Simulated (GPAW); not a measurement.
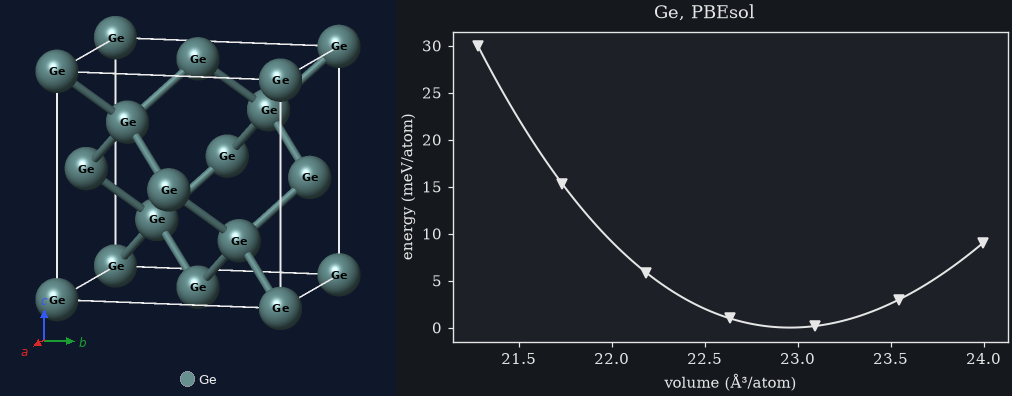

The plot gives the computed energy against volume for Ge, space group Fd-3m (No. 227). The conventional cell is drawn beside the plot.

The given structure:
```yaml
crystal:
  lattice:
    - [0.00000, 2.82891, 2.82891]
    - [2.82891, 0.00000, 2.82891]
    - [2.82891, 2.82891, 0.00000]
  atoms:
    - { symbol: Ge, position: [0.75000, 0.75000, 0.75000] }
    - { symbol: Ge, position: [0.50000, 0.50000, 0.50000] }
```

Computed with GPAW 26.7.0: PAW DFT in plane waves, on a grid or in atomic orbitals, no spin polarisation; energies at scaled volumes of the given cell, shape and fractions fixed, counted from the fit's minimum, third-order Birch-Murnaghan fit. Level: PBEsol.

| setting | value |
| --- | --- |
| k mesh | 8×8×8 |
| occupations | Fermi–Dirac |
| smearing width | 0.05 eV |
| potentials | PAW data sets made by gpaw setup for the functional |
| wave cutoff | 600 eV |
| program settings | basis pw |

From this curve and the settings, what does the calculation give for the pressure at the same points?

The pressure falls from 6.17 GPa at volume 21.28 Å³/atom to −2.72 GPa at 24.00 Å³/atom, and changes sign near 22.96 Å³/atom.

```
volume (Å³/atom)  pressure (GPa)
           21.28            6.17
           21.73            4.20
           22.19            2.46
           22.64            0.95
           23.09           -0.39
           23.54           -1.62
           24.00           -2.72
```
